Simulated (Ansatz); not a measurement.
**Single-point calculation, with input and output: Ga45Al19As64 (part 2 of 2)**

Continued. System: Ga45Al19As64 (P1, 128 atoms in the cell). Method: DFT, PBE, PAW, plane waves (Ansatz 0.2.0); cutoff 420 eV, 1×1×1 k-mesh, Fermi–Dirac smearing of 0.01 eV. The structure was built on a prototype by a generator; it need not be a known phase.

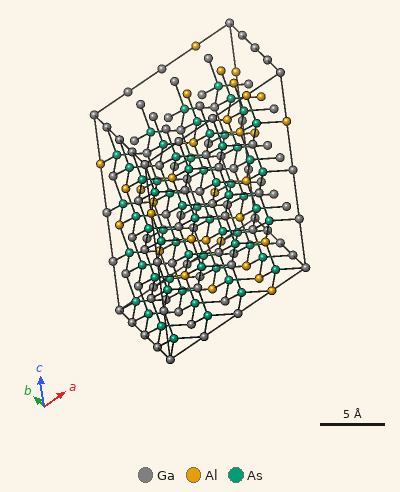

The structure (ball-and-stick view of the cell of the calculation, seen slightly off an axis).

**Output, continued**
```
--- Forces (eV/Å), atoms counted from 1 ---
  atom   1  Ga    -0.01978293    -0.01348855    -0.00735563
  atom   2  Ga    -0.00416499    -0.00178884     0.00436157
  atom   3  Ga    -0.01508824    -0.01731404    -0.01307645
  atom   4  Ga    -0.00174699     0.00960711    -0.01118523
  atom   5  Ga    -0.00545665    -0.00719092    -0.01186563
  atom   6  Ga     0.00269672    -0.00831402    -0.01052673
  atom   7  Ga     0.01783270    -0.00477421     0.00655343
  atom   8  Ga    -0.00697582    -0.00079133    -0.01295849
  atom   9  Ga    -0.00632864    -0.00470475    -0.00276836
  atom  10  Ga    -0.02022004     0.00105214    -0.01657240
  atom  11  Ga    -0.00965122    -0.00779031    -0.00521484
  atom  12  Ga    -0.00915491    -0.01836554    -0.01886884
  atom  13  Ga    -0.00262960    -0.00042829    -0.00372527
  atom  14  Ga    -0.00539117     0.00945714     0.00924932
  atom  15  Ga    -0.00285545    -0.01691969    -0.01513212
  atom  16  Ga     0.00241218     0.00474337    -0.00991799
  atom  17  Ga     0.00124355    -0.01083893    -0.01671825
  atom  18  Ga    -0.00728784    -0.01483372    -0.00704231
  atom  19  Ga    -0.00432386    -0.00799953    -0.00730397
  atom  20  Ga    -0.00364217     0.00913853    -0.00083462
  atom  21  Ga    -0.01004992    -0.01922463    -0.01086683
  atom  22  Ga     0.00568506     0.00573431     0.00042924
  atom  23  Ga    -0.00227025     0.01156444     0.01328425
  atom  24  Ga    -0.01404458    -0.00955146    -0.00711406
  atom  25  Ga    -0.01122611    -0.01775772    -0.00090156
  atom  26  Ga     0.00074682    -0.00368350     0.00569986
  atom  27  Ga    -0.00945651    -0.00957576    -0.00238751
  atom  28  Ga    -0.01070265    -0.01637276    -0.01006690
  atom  29  Ga    -0.00727280     0.00787134     0.00692357
  atom  30  Ga     0.00246936     0.00834332     0.00802727
  atom  31  Ga    -0.02499746     0.00449845    -0.01570912
  atom  32  Ga    -0.01408656    -0.01988240    -0.01198791
  atom  33  Ga    -0.00220248    -0.00279216     0.00023114
  atom  34  Ga    -0.00630841    -0.00315996     0.00056951
  atom  35  Ga    -0.00014593     0.00245454     0.00150647
  atom  36  Ga     0.00840042    -0.01098081     0.00028143
  atom  37  Ga    -0.00230740    -0.01313381     0.00211147
  atom  38  Ga     0.00065375     0.01704674     0.00051824
  atom  39  Ga    -0.00597987    -0.01206420    -0.00149953
  atom  40  Ga     0.00776344    -0.01258395     0.00068793
  atom  41  Ga    -0.01777652    -0.01780278    -0.01679920
  atom  42  Ga    -0.00256063    -0.00514905     0.00545755
  atom  43  Ga    -0.01663329    -0.01170506    -0.01429201
  atom  44  Ga    -0.00662210    -0.01140137    -0.00580304
  atom  45  Ga    -0.00365240    -0.01463210    -0.01257667
  atom  46  Al    -0.00409761    -0.00131011     0.02808788
  atom  47  Al     0.01690283     0.02582461     0.01060348
  atom  48  Al     0.01930601     0.02093201     0.01359237
  atom  49  Al    -0.00597068     0.00280276     0.02119967
  atom  50  Al     0.03324956     0.00348583     0.00602523
  atom  51  Al     0.01628102     0.00516923     0.01123814
  atom  52  Al     0.01398518     0.01285978     0.01334631
  atom  53  Al     0.01598753     0.01849229     0.00062047
  atom  54  Al     0.02747202     0.02013104     0.00692514
  atom  55  Al     0.00817252     0.01309703     0.00638109
  atom  56  Al     0.02420066     0.00185865     0.02141347
  atom  57  Al     0.02205343     0.01008964     0.00022739
  atom  58  Al     0.01636693     0.01728746    -0.00144071
  atom  59  Al     0.00441399     0.00443795     0.00340932
  atom  60  Al    -0.00034458     0.02159569     0.00747232
  atom  61  Al    -0.00017284     0.01297930     0.01920590
  atom  62  Al     0.03405515     0.01732783    -0.00237387
  atom  63  Al     0.01618674    -0.00754125     0.01883909
  atom  64  Al     0.00093127     0.00166496    -0.00846540
  atom  65  As     0.01764710     0.01437481     0.00786426
  atom  66  As    -0.07063437     0.04942608     0.05226970
  atom  67  As     0.02092738     0.01151500     0.01009753
  atom  68  As    -0.01555676     0.11234942    -0.03772586
  atom  69  As    -0.04707044    -0.03842589    -0.04973285
  atom  70  As    -0.04690103     0.05518735    -0.05684397
  atom  71  As     0.00550296     0.00986300     0.00863456
  atom  72  As     0.09085847    -0.01478556    -0.02783003
  atom  73  As     0.09203869    -0.00178590    -0.04257742
  atom  74  As    -0.00906957     0.00887030    -0.10961127
  atom  75  As    -0.02509445    -0.04895256    -0.05436445
  atom  76  As     0.05325834     0.06409117    -0.06265086
  atom  77  As     0.05057003    -0.07688600     0.05152138
  atom  78  As     0.05795333    -0.05199503    -0.06759412
  atom  79  As     0.00317322     0.01112145     0.00973632
  atom  80  As     0.01009884     0.00892245     0.00485711
  atom  81  As    -0.00299639     0.00307035     0.01402145
  atom  82  As     0.06014629     0.04941125    -0.06024894
  atom  83  As    -0.07349462     0.04236778     0.04454595
  atom  84  As     0.00275796    -0.09429520     0.01435204
  atom  85  As     0.00389634     0.01010677     0.01288630
  atom  86  As     0.04986152     0.04735442    -0.07799962
  atom  87  As    -0.04292633    -0.02611384    -0.04077552
  atom  88  As     0.05428442     0.04022357    -0.06216627
  atom  89  As    -0.11499357     0.00615359     0.01924086
  atom  90  As     0.05670679    -0.05359447     0.05478032
  atom  91  As     0.00499477     0.00712210    -0.00197944
  atom  92  As     0.01756843     0.02411712    -0.09656832
  atom  93  As    -0.02895591    -0.03400355    -0.03854081
  atom  94  As     0.01692633    -0.09365107     0.01950623
  atom  95  As    -0.05935567     0.05092106    -0.06381709
  atom  96  As    -0.05526187     0.05206575     0.04772568
  atom  97  As     0.00889486     0.01119340     0.01050410
  atom  98  As     0.10023253    -0.01849599    -0.02892137
  atom  99  As    -0.02727118    -0.03050478     0.08961679
  atom 100  As    -0.03957946    -0.03403270    -0.02581085
  atom 101  As     0.00508599     0.00214704     0.01398147
  atom 102  As    -0.00040892     0.02186393     0.00814640
  atom 103  As    -0.02314954    -0.02562004     0.10365455
  atom 104  As     0.00833054     0.01467100     0.01227713
  atom 105  As     0.06419422    -0.05456036     0.04634854
  atom 106  As    -0.08099613     0.05274685     0.05174068
  atom 107  As    -0.03288681    -0.02831153    -0.02373027
  atom 108  As     0.01231505     0.02949757     0.01823186
  atom 109  As    -0.12360923    -0.00645022    -0.00789726
  atom 110  As    -0.05713428     0.04775045     0.06270979
  atom 111  As     0.00679777     0.00776821     0.00733887
  atom 112  As    -0.05330856     0.04927955    -0.04589064
  atom 113  As     0.00396730    -0.00421895     0.00092840
  atom 114  As     0.03986080    -0.06263911    -0.06326792
  atom 115  As    -0.06399808     0.05462223     0.04629891
  atom 116  As    -0.06721998     0.05099180     0.04673258
  atom 117  As    -0.02885264    -0.02068065    -0.03407610
  atom 118  As     0.03687879    -0.06082982     0.05464264
  atom 119  As     0.00980364     0.01203432    -0.10088070
  atom 120  As     0.06087177    -0.08158330     0.04957058
  atom 121  As    -0.01132501     0.08535214    -0.01364078
  atom 122  As    -0.02251590     0.00107816     0.10828157
  atom 123  As     0.05625399    -0.07800772     0.06037654
  atom 124  As     0.02042412     0.01821020     0.02191267
  atom 125  As    -0.01881479    -0.02809365     0.11283188
  atom 126  As     0.05707845     0.04817076    -0.05499466
  atom 127  As     0.06158241    -0.07175791     0.07377086
  atom 128  As     0.00575492     0.00856801     0.01707689
  max |Σ_I F_I| component: 4.65e-6 eV/Å
--- Band table (eV) ---
  k-point 0: bands = ["-27.3160", "-27.3157", "-27.3151", "-27.3136", "-27.3135", "-27.3130", "-27.3128", "-27.3127", "-27.3123", "-27.3115", ... 752 levels left out ..., "6.4886", "6.4950", "6.4989", "6.5021", "6.5078", "6.5098", "6.5108", "6.5123", "6.5157", "6.5201", "6.5210", "6.5312", "6.5812", "6.5855", "6.5863", "6.5869", "6.5946", "6.5970", "6.6007", "6.6018", "6.9525", "6.9539", "6.9653", "6.9786", "6.9865", "6.9943", "7.0087", "7.0150", "7.0299",
      "7.0368", "7.0431", "7.0501", "7.0557", "7.0622", "7.0681", "7.0730", "7.6314", "7.6325", "7.6336", "8.4844", "8.8042", "8.8283", "8.9036", "8.9857", "9.0681", "9.0714", "9.0810", "9.1931", "9.2093", "9.2394", "9.2931", "9.3004", "9.3528", "9.3592", "9.4531", "9.4969", "9.5336", "9.5717", "9.6801", "9.6892", "9.7025", "9.7464", "9.7594", "9.7801", "9.7902", "9.7941", "9.8012", "9.8062", "9.8260",
      "9.8483", "9.8561", "9.8611", "9.8673", "9.8784", "9.9050", "9.9322", "9.9517", "9.9650", "9.9713", "10.0071", "10.0121", "10.0414", "10.0549", "10.0827", "10.1154", "10.1299", "10.1480", "10.1635", "10.4017", "10.4531", "10.4653", "10.4989", "10.5556", "10.5619", "10.5900", "10.6129", "10.6504", "10.6668", "10.6813", "10.6855", "10.9823", "10.9878", "11.0539", "11.0883", "11.1343", "11.1368", "11.4990", "11.4995", "11.5019",
      "12.0880", "12.1163", "12.1261", "12.1454", "12.1679", "12.1872", "12.1901", "12.1924", "12.1990", "12.2097", "12.2254", "12.2319", "12.2397", "12.2448", "12.2472", "12.2554", "12.2588", "12.2634", "12.2734", "12.2749", "12.2770", "12.2833", "12.2908", "12.3018", "12.3070", "12.3081", "12.3138", "12.3168", "12.3185", "12.3248", "12.3320", "12.3348", "12.3360", "12.3434", "12.3501", "12.3600", "12.3613", "12.3699", "12.3787", "12.3841",
      "12.3919", "12.3999", "12.4112", "12.4215", "12.4299", "12.4532", "12.4815", "12.4967", "12.5296", "12.5391", "12.5666", "12.5764", "12.6191", "12.6252", "12.6508", "12.7062", "12.7128", "12.7448", "12.7737", "12.8324", "13.0690", "13.0758", "13.0854", "13.0863", "13.0919", "13.0954", "13.2707", "13.2782", "13.2897", "13.2919", "13.2943", "13.2988", "13.3028", "13.3084", "13.3141", "13.3203", "13.3253", "13.3304", "13.3314", "13.3365",
      "13.3410", "13.3609", "13.3673", "13.3852", "13.3884", "13.3965", "13.3980", "13.4070", "13.4130", "13.4249", "13.4367"]
--- Löwdin populations: 128 sites ---
  site symbol       q [e]
     0     Ga     12.9170
     1     Ga     12.9216
     2     Ga     12.9179
     3     Ga     12.9159
     4     Ga     12.9202
     5     Ga     12.9164
     6     Ga     12.9187
     7     Ga     12.9165
     8     Ga     12.9195
     9     Ga     12.9185
    10     Ga     12.9181
    11     Ga     12.9196
    12     Ga     12.9212
    13     Ga     12.9183
    14     Ga     12.9205
    15     Ga     12.9206
    16     Ga     12.9192
    17     Ga     12.9199
    18     Ga     12.9225
    19     Ga     12.9192
    20     Ga     12.9175
    21     Ga     12.9180
    22     Ga     12.9142
    23     Ga     12.9196
    24     Ga     12.9161
    25     Ga     12.9183
    26     Ga     12.9172
    27     Ga     12.9198
    28     Ga     12.9189
    29     Ga     12.9185
    30     Ga     12.9177
    31     Ga     12.9188
    32     Ga     12.9210
    33     Ga     12.9187
    34     Ga     12.9194
    35     Ga     12.9158
    36     Ga     12.9200
    37     Ga     12.9181
    38     Ga     12.9148
    39     Ga     12.9149
    40     Ga     12.9171
    41     Ga     12.9172
    42     Ga     12.9164
    43     Ga     12.9169
    44     Ga     12.9177
    45     Al      2.5913
    46     Al      2.5858
    47     Al      2.5886
    48     Al      2.5911
    49     Al      2.5855
    50     Al      2.5848
    51     Al      2.5884
    52     Al      2.5880
    53     Al      2.5898
    54     Al      2.5878
    55     Al      2.5886
    56     Al      2.5893
    57     Al      2.5899
    58     Al      2.5881
    59     Al      2.5879
    60     Al      2.5853
    61     Al      2.5874
    62     Al      2.5885
    63     Al      2.5848
    64     As     15.0335
    65     As     15.1198
    66     As     15.0332
    67     As     15.2066
    68     As     15.1200
    69     As     15.2917
    70     As     15.0350
    71     As     15.2060
    72     As     15.2069
    73     As     15.2066
    74     As     15.1206
    75     As     15.1202
    76     As     15.1203
    77     As     15.2908
    78     As     15.0340
    79     As     15.0333
    80     As     15.0340
    81     As     15.1197
    82     As     15.1210
    83     As     15.2047
    84     As     15.0331
    85     As     15.1204
    86     As     15.1200
    87     As     15.1184
    88     As     15.2065
    89     As     15.1209
    90     As     15.0353
    91     As     15.2056
    92     As     15.1196
    93     As     15.2066
    94     As     15.2923
    95     As     15.1201
    96     As     15.0352
    97     As     15.2061
    98     As     15.2067
    99     As     15.1195
   100     As     15.0346
   101     As     15.0341
   102     As     15.2052
   103     As     15.0354
   104     As     15.1207
   105     As     15.1218
   106     As     15.1181
   107     As     15.2915
   108     As     15.2076
   109     As     15.1183
   110     As     15.0346
   111     As     15.2906
   112     As     15.0350
   113     As     15.2922
   114     As     15.1214
   115     As     15.1210
   116     As     15.1214
   117     As     15.1202
   118     As     15.2059
   119     As     15.1195
   120     As     15.2075
   121     As     15.2066
   122     As     15.1203
   123     As     15.0341
   124     As     15.2060
   125     As     15.1188
   126     As     15.1203
   127     As     15.0331
  spilling = 0.001739 (of n_electrons = 1602.000000)
```

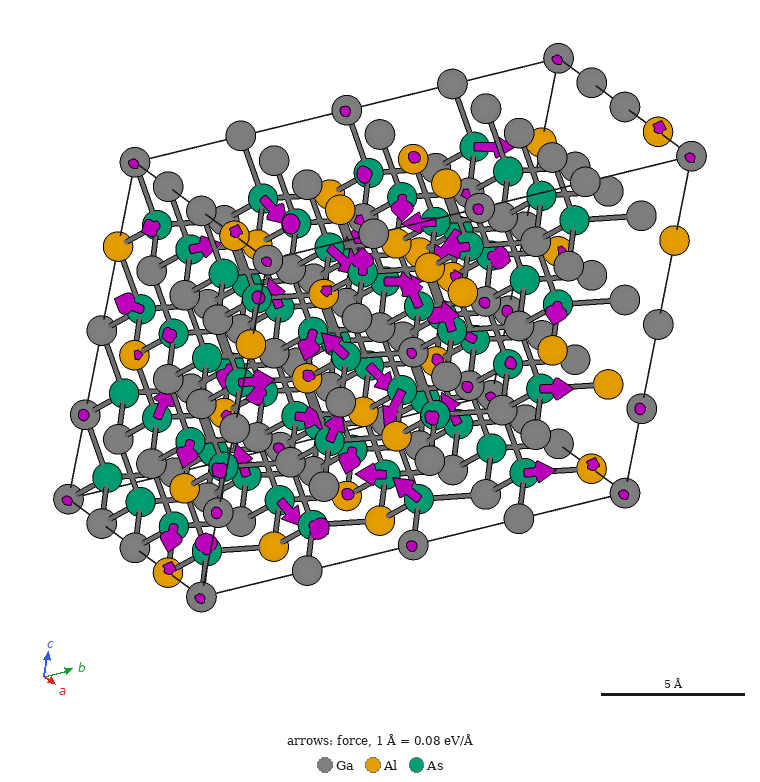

Forces on the atoms as pink arrows (ball-and-stick view of the cell of the calculation, seen slightly off an axis); the smallest are left out. The largest act on As68, As109, As127 (0.12 eV/Å); As89, As125 (0.12 eV/Å); As74, As103, As106, As120, As122, As123 (0.11 eV/Å); As76, As77, As86, As98 (0.11 eV/Å), among others. Atoms are counted from 1 in the order of the input and aren't labelled in the picture. The geometry is not a stationary point of this energy.

**Summary**

| quantity | value |
| --- | --- |
| outcome | converged |
| space group (tolerance 0.01 Å) | P1 (1) |
| electrons treated | 1602 |
| free energy | −491280.0472 eV |
| Fermi energy | 8.064 eV |
| largest force (length of the vector) | 0.124 eV/Å |
| wall time | 9 s (CPU time 41 s) |
| peak memory | 4.2 GiB |
